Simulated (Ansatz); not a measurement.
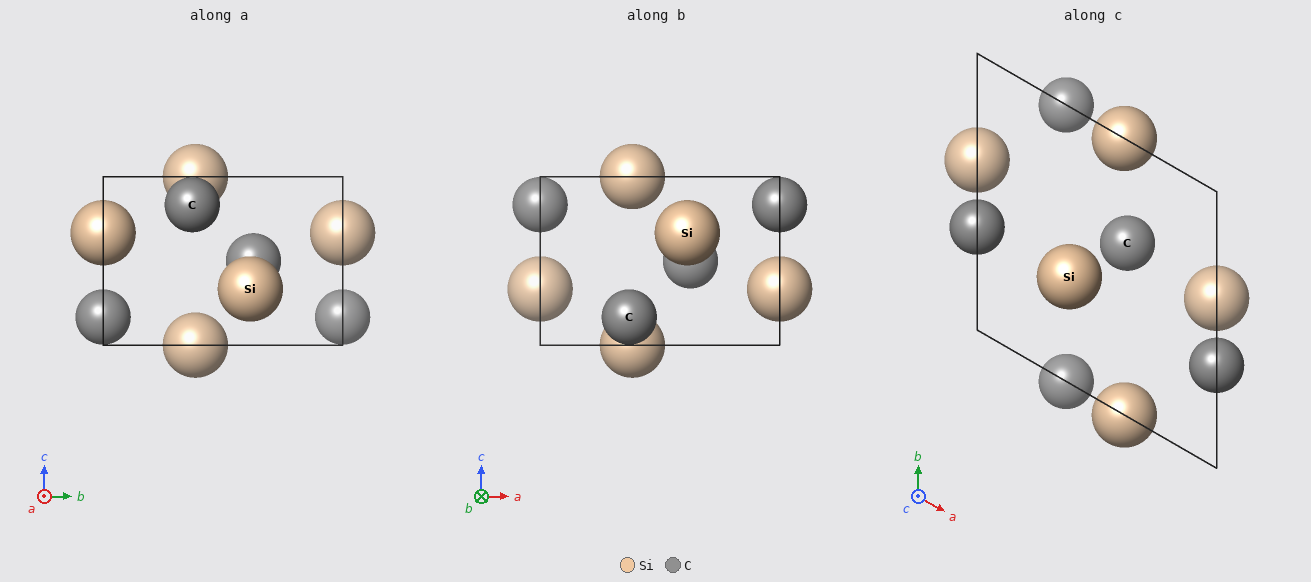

Structure drawing (spheres-only), viewed along the a axis, along the b axis and along the c axis. Thin lines show the conventional unit cell, with boundary atoms drawn in all their periodic places.

Lattice parameters: a = 4.9139 Å, b = 4.9139 Å, c = 2.9952 Å, α = 90.000°, β = 90.000°, γ = 120.000°.

**From the views, write a CIF with its space group and independent sites, with free fractional coordinates to two decimals.**

```cif
data_structure
_symmetry_space_group_name_H-M 'P 32 2 1'
_symmetry_Int_Tables_number 154
_cell_length_a 4.9139
_cell_length_b 4.9139
_cell_length_c 2.9952
_cell_angle_alpha 90.000
_cell_angle_beta 90.000
_cell_angle_gamma 120.000
_cell_volume 62.64
loop_
_atom_site_label
_atom_site_type_symbol
_atom_site_symmetry_multiplicity
_atom_site_Wyckoff_symbol
_atom_site_fract_x
_atom_site_fract_y
_atom_site_fract_z
_atom_site_occupancy
Si1 Si 3 a 0.61 0.00 0.6667 1
C1 C 3 b 0.37 0.00 0.1667 1
```

The initial geometry was a structure type filled with these elements by a generator (whether the compound takes this form wasn't checked). The structure drawn was relaxed with DFT PBE, scalar-relativistic, plane waves, PAW (Ansatz).
